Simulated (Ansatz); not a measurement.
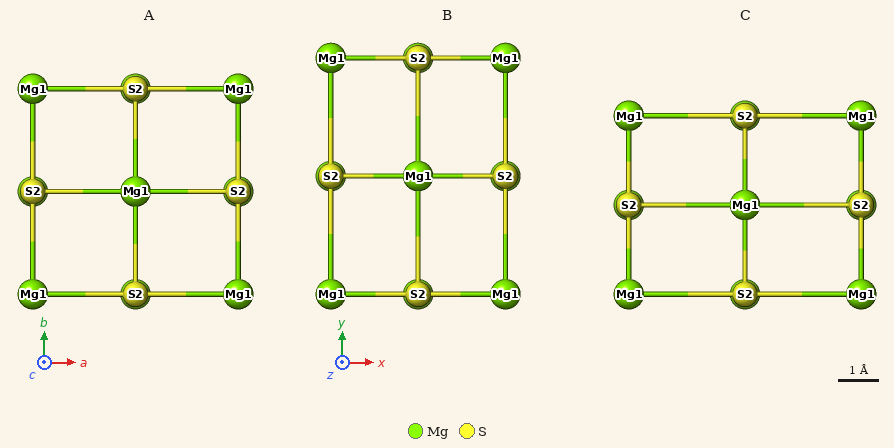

Crystalline MgS (Fm-3m): the cell is strained along x and oppositely along y, with the atoms kept at their fractional coordinates. x, y and z are the Cartesian axes of the input. Style: ball-and-stick. Shown: the conventional cell (4 times the calculation's cell), along the c axis. Lengths and directions refer to the drawn axes.

Theory: DFT LDA, scalar-relativistic, plane waves, PAW (Ansatz). Settings: plane-wave cutoff 420 eV; k-point mesh 8 × 8 × 8; occupations gaussian; smearing width 0.05 eV; no spin polarisation. Energies (free energies at the smearing named) are counted from the cell as listed in its source, which wasn't relaxed.

### Rank the frames from lowest to highest energy.

Lowest first: A (the strain 0.00, 0 meV/atom), C (the strain 0.1312, 223 meV/atom), B (the strain −0.15, 313 meV/atom). Over the whole scan: of the computed points the lowest is at the strain 0.00, 0 meV/atom. The unrelaxed reference is under a pressure of −3.3 GPa. The distortion takes the space group from Fm-3m to Fmmm. At the strain −0.15 the cell of the drawing goes a 5.203 → 4.423 Å, b 5.203 → 5.984 Å.
